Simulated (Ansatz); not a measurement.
Geometry relaxation of CdTe (part 2 of 2)

Continued. System: CdTe (F-43m, 2 atoms in the cell). Method: DFT, PBE, PAW with Ansatz's default frozen-core files, scalar-relativistic, no spin polarisation (Ansatz 0.2.0); cutoff 420 eV, 9×9×9 k-mesh, Fermi–Dirac smearing of 0.02 eV. The structure was built on a prototype by a generator; it need not be a known phase. It belongs to a series of runs on one base structure; here: bulk cell relaxed.

Geometry of the input (Å; fractional positions):
```
0.0000  3.1072  3.1072
3.1072  0.0000  3.1072
3.1072  3.1072  0.0000
Cd 0.0000  0.0000  0.0000
Te 0.2500  0.2500  0.2500
```

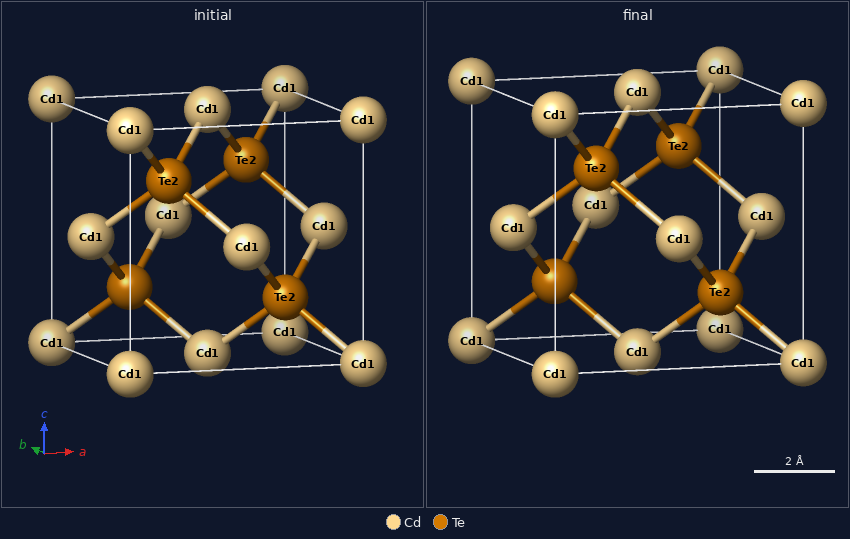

Figure 1. Before (left) and after (right) the relaxation, at one scale (ball-and-stick view of the cell 4 times as large as that of the calculation, set on its symmetry axes, seen slightly off an axis). After 3 geometry steps the energy has fallen by 168 meV per atom. All forces vanish by symmetry, so only the cell relaxes. The pressure goes from 10.41 to 0.04 GPa. No atom moves by more than 0.005 Å relative to the cell. Cell: a = b = c 6.214 → 6.616 Å (+6.5 %). Volume +20.7 %. Distances before and after: Cd1–Te2 2.691 → 2.865 Å. The space group stays F-43m (No. 216). A last SCF at the same geometry on a re-selected plane-wave basis shifts the energy by −1.1 meV per atom. (Atoms are counted from 1 in the order of the input.)

```
basis re-selected at this cell: Δ(F+E_penalty+E_count) = -2.235e-3 eV, ΔP = +0.006 GPa vs the last step (what re-selecting the basis moved, of the pressure what is left beyond the Pulay correction that the steps carried, after the strain that the cell walked since its last selection, with what the two solves' SCF thresholds leave and, on support functions, any second-order correction that the steps lacked; it is no measure of the basis error at this ecutwfc). The dense FFT grid was sized anew with the basis: this SCF ran on 32×32×32 points, the steps before it on 30×30×30, so part of this shift can come from that change (see relax.cell in the input reference). This SCF's stress stands 4.01e-2 GPa from its target on what of the cell is left free (relax.cell.stress_tol is 5.00e-2 GPa) and its largest allowed force component is 4.19e-17 eV/Å (relax.f_tol is 5.00e-3 eV/Å): within both
SCF converged after 7 iterations
Free energy (F): -15235.339210 eV
Harris-Foulkes:  -15235.339210 eV  (|F-HF|=1.82e-11)
Internal energy: -15235.339210 eV  (E = F + TS)
E sigma→0 (E₀):  -15235.339210 eV
Fermi energy:    6.922095 eV
--- Per-component energies (eV) ---
  E_band       = -814.706207
  E_kinetic    = 684.572045
  E_local      = -5553.185298  (includes V_loc(G=0)·N_el)
  E_nonlocal   = -276.748226
  E_hartree    = 2788.272164
  E_xc         = -300.472935
  E_vxc        = -325.005298  (∫ρ·V_xc dr)
  E_paw        = -8746.033404  (= ΣΔE_a)
  E_vpaw       = -920.883583  (= ΣTr[D̂ρ^β])
  E_aug_tail   = -0.000156  (compensation charges beyond the density's cutoff)
  E_ewald      = -3831.743400
  E_smearing   = -0.000000  (= −TS)
  E_closure    = -0.000000  (closes the sum)
  Σ components = -15235.339210   (vs F -15235.339210, Δ=0.00e0)
--- Forces (eV/Å), atoms counted from 1 ---
  atom   1  Cd     0.00000000    -0.00000000    -0.00000000
  atom   2  Te    -0.00000000     0.00000000     0.00000000
  max |Σ_I F_I| component: 6.42e-17 eV/Å
--- Stress (GPa, compression-positive) ---
        0.040112      -0.000000      -0.000000
        0.000000       0.040112       0.000000
       -0.000000       0.000000       0.040112
  P = ⅓ Tr σ = 0.0401 GPa (0.401 kbar)
--- Band table (eV; the first three rows and the last of 35) ---
  k-point 0: bands = ["-95.3632", "-56.4253", "-56.4253", "-56.4253", "-29.2767", "-29.2767", "-29.2767", "-29.2707", "-29.2707", "-4.2233", "-1.4680", "-1.4680", "-1.4680", "-1.2500", "-1.2500", "6.6162", "6.6162", "6.6162", "7.2050", "11.2696", "11.2696", "11.2696"]
  k-point 1: bands = ["-95.3632", "-56.4253", "-56.4253", "-56.4253", "-29.2767", "-29.2767", "-29.2767", "-29.2707", "-29.2707", "-4.1831", "-1.4606", "-1.4606", "-1.4346", "-1.2506", "-1.2506", "5.5946", "6.5196", "6.5196", "8.0062", "11.2072", "11.4268", "11.4268"]
  k-point 2: bands = ["-95.3632", "-56.4253", "-56.4253", "-56.4253", "-29.2767", "-29.2766", "-29.2766", "-29.2707", "-29.2707", "-4.0810", "-1.4430", "-1.4430", "-1.3272", "-1.2506", "-1.2506", "4.3453", "6.2987", "6.2987", "8.4760", "11.6376", "11.7264", "11.7264"]
  k-point 34: bands = ["-95.3631", "-56.4253", "-56.4253", "-56.4253", "-29.2767", "-29.2766", "-29.2763", "-29.2707", "-29.2705", "-3.7861", "-1.3692", "-1.3609", "-1.2755", "-1.2463", "-0.7834", "2.7424", "4.4685", "4.8618", "10.5159", "11.1832", "12.0887", "13.4087"]
--- Relaxed structure (4 steps of the walk, 4 accepted, 1 SCFs on fresh bases) ---
  F+E_penalty+E_count = -15235.33920982 eV   max|allowed force component| = 4.192e-17 eV/Å   (the final SCF, on the basis selected at the relaxed cell)
  cell:  # Å, volume = 72.3903 Å³
    - [2.5222091562833167e-33, 3.3078829572805213, 3.3078829572805213]
    - [3.3078829572805213, 4.9934645922376774e-33, 3.3078829572805213]
    - [3.3078829572805213, 3.3078829572805213, 6.7004142232577e-33]
  atoms:
    - { symbol: Cd, position: [-3.8480593416539437e-34, 9.168195075752683e-34, 8.186810814122821e-34] }
    - { symbol: Te, position: [0.25, 0.25, 0.25] }
```

## File rho_z.tsv
```
# z_ang	rho[e/angstrom^3]
# format = ansatz-planar-average/11
# lattice	0.000000000	3.307882957	3.307882957
# lattice	3.307882957	0.000000000	3.307882957
# lattice	3.307882957	3.307882957	0.000000000
# sites	2
# site	48	0.000000000	0.000000000	0.000000000
# site	52	1.653941479	1.653941479	1.653941479
0.000000	1.196370e0
0.146189	1.165131e0
0.292378	1.046778e0
0.438567	9.080550e-1
0.584757	8.136810e-1
0.730946	7.914055e-1
0.877135	8.240972e-1
1.023324	8.654712e-1
1.169513	8.674268e-1
1.315702	8.040103e-1
1.461892	6.800309e-1
1.608081	5.238922e-1
1.754270	3.721119e-1
1.900459	2.535252e-1
2.046648	1.781346e-1
2.192837	1.359512e-1
2.339026	1.097447e-1
2.485216	8.983521e-2
2.631405	7.468337e-2
2.777594	6.398191e-2
2.923783	5.722972e-2
3.069972	5.453598e-2
3.216161	5.641210e-2
3.362351	6.453087e-2
3.508540	8.259078e-2
3.654729	1.186050e-1
3.800918	1.871502e-1
3.947107	3.050967e-1
4.093296	4.806706e-1
4.239485	7.014868e-1
4.385675	9.297545e-1
4.531864	1.111353e0
```

## File v_z.tsv
```
# z_ang	v_es[eV]	v_tot[eV]
# format = ansatz-planar-average/11
# xc	pbe
# density_cutoff_ev	1680
# datasets	Cd=:simpson_from_first_knot:soft	Te=:simpson_from_first_knot:soft
# lattice	0.000000000	3.307882957	3.307882957
# lattice	3.307882957	0.000000000	3.307882957
# lattice	3.307882957	3.307882957	0.000000000
# sites	2
# site	48	0.000000000	0.000000000	0.000000000
# site	52	1.653941479	1.653941479	1.653941479
0.000000	2.837373e0	-7.707482e0
0.146189	2.109276e0	-8.710556e0
0.292378	1.762787e0	-9.214733e0
0.438567	1.956147e0	-9.095771e0
0.584757	2.698871e0	-8.348185e0
0.730946	3.878977e0	-7.072555e0
0.877135	5.278003e0	-5.481019e0
1.023324	6.591146e0	-3.894998e0
1.169513	7.503387e0	-2.665498e0
1.315702	7.823936e0	-2.002289e0
1.461892	7.623911e0	-1.827320e0
1.608081	7.200826e0	-1.821972e0
1.754270	6.859512e0	-1.673293e0
1.900459	6.818905e0	-1.185371e0
2.046648	7.184369e0	-2.976638e-1
2.192837	7.917958e0	9.155726e-1
2.339026	8.823117e0	2.261202e0
2.485216	9.610466e0	3.449449e0
2.631405	1.010515e1	4.287552e0
2.777594	1.036023e1	4.821400e0
2.923783	1.044920e1	5.076565e0
3.069972	1.038841e1	5.056000e0
3.216161	1.018724e1	4.840441e0
3.362351	9.821022e0	4.358209e0
3.508540	9.237935e0	3.439032e0
3.654729	8.469040e0	2.141946e0
3.800918	7.621675e0	6.575556e-1
3.947107	6.780295e0	-8.762215e-1
4.093296	5.978858e0	-2.370541e0
4.239485	5.210583e0	-3.803462e0
4.385675	4.462893e0	-5.159444e0
4.531864	3.681763e0	-6.457522e0
```

## Trajectory as extended XYZ (Å, eV, eV/Å), 5 frames, from step=1 to step=5
```
2
Lattice="0.0000 3.1072 3.1072 3.1072 0.0000 3.1072 3.1072 3.1072 0.0000" Properties=species:S:1:pos:R:3:forces:R:3 step=1 energy=-15235.00108 pressure_GPa=10.41
Cd    0.0000    0.0000    0.0000    0.0000   0.0000   0.0000
Te    1.5536    1.5536    1.5536    0.0000   0.0000   0.0000
2
Lattice="0.0000 3.2587 3.2587 3.2587 0.0000 3.2587 3.2587 3.2587 0.0000" Properties=species:S:1:pos:R:3:forces:R:3 step=2 energy=-15235.31991 pressure_GPa=1.82
Cd    0.0000    0.0000    0.0000    0.0000   0.0000   0.0000
Te    1.6294    1.6294    1.6294    0.0000   0.0000   0.0000
2
Lattice="0.0000 3.2948 3.2948 3.2948 0.0000 3.2948 3.2948 3.2948 0.0000" Properties=species:S:1:pos:R:3:forces:R:3 step=3 energy=-15235.33580 pressure_GPa=0.47
Cd    0.0000    0.0000    0.0000    0.0000   0.0000   0.0000
Te    1.6474    1.6474    1.6474    0.0000   0.0000   0.0000
2
Lattice="0.0000 3.3079 3.3079 3.3079 0.0000 3.3079 3.3079 3.3079 0.0000" Properties=species:S:1:pos:R:3:forces:R:3 step=4 energy=-15235.33698 pressure_GPa=0.03
Cd    0.0000    0.0000    0.0000    0.0000   0.0000   0.0000
Te    1.6539    1.6539    1.6539    0.0000   0.0000   0.0000
2
Lattice="0.0000 3.3079 3.3079 3.3079 0.0000 3.3079 3.3079 3.3079 0.0000" Properties=species:S:1:pos:R:3:forces:R:3 step=5 energy=-15235.33921 pressure_GPa=0.04
Cd    0.0000    0.0000    0.0000    0.0000   0.0000   0.0000
Te    1.6539    1.6539    1.6539    0.0000   0.0000   0.0000
```

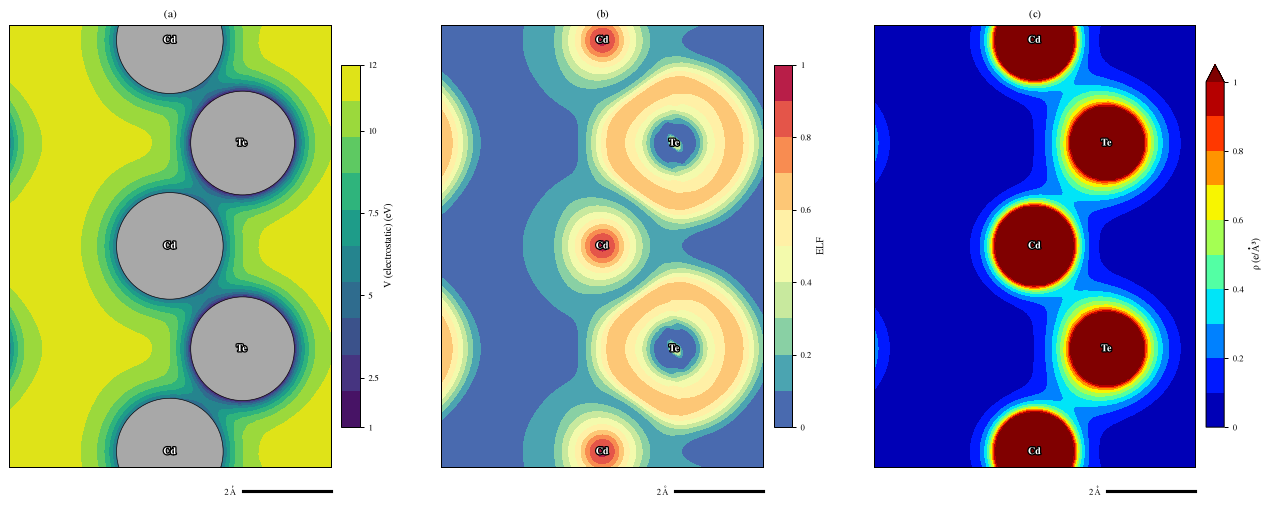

Figure 2. (a) electrostatic potential energy of an electron; (b) electron localisation function; (c) valence charge density (pseudo) on the (011) plane of the conventional cell. Grey discs, where drawn, cover atomic cores. Cd–Te (2.86 Å): the density is about 0.32 e/Å³ at the midpoint; the ELF peaks at about 0.70 in the valence shell of Te, 1.2 Å from its nucleus, and drops to about 0.15 between the two atoms. Away from the nuclei the density in this plane falls to 0.006 e/Å³ at its lowest. The strong features right at Cd lie inside the PAW spheres (semicore, d or f shells) and say nothing about bonding. Outside the cores the potential energy rises away from the atoms and is highest about 2.9 Å from the nearest atoms; outside the discs it spans about 10 eV, and its zero is arbitrary. Core electrons are frozen (PAW), so the fields are smoothed inside the atomic spheres.

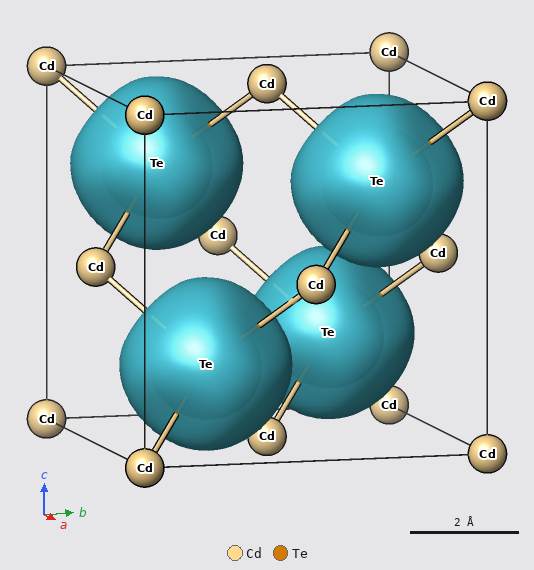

Figure 3. Isosurface of the electron localisation function at 0.55 (cyan), seen slightly off an axis. Core shells and regions of very low density are left out. Sticks mark near contacts. The outline is the cell set on symmetry axes. Profiles from the grid: Cd–Te (2.86 Å): the ELF peaks at about 0.70 in the valence shell of Te, 1.2 Å from its nucleus, and drops to about 0.15 between the two atoms.

## Key numbers

```json
{"quantity": "outcome", "value": "converged"}
{"quantity": "space group (tolerance 0.01 Å)", "value": "F-43m (216)"}
{"quantity": "electrons treated", "value": "36"}
{"quantity": "free energy", "value": "−15235.3392 eV"}
{"quantity": "Fermi energy", "value": "6.922 eV"}
{"quantity": "pressure", "value": "0.04 GPa"}
{"quantity": "final volume", "value": "72.39 Å³"}
{"quantity": "largest force (length of the vector) at the end", "value": "under 0.001 eV/Å"}
{"quantity": "final cell", "value": "a = 4.678 Å, b = 4.678 Å, c = 4.678 Å, α = 60.00°, β = 60.00°, γ = 60.00°"}
{"quantity": "wall time", "value": "19 s"}
{"quantity": "peak memory", "value": "0.44 GiB"}
```
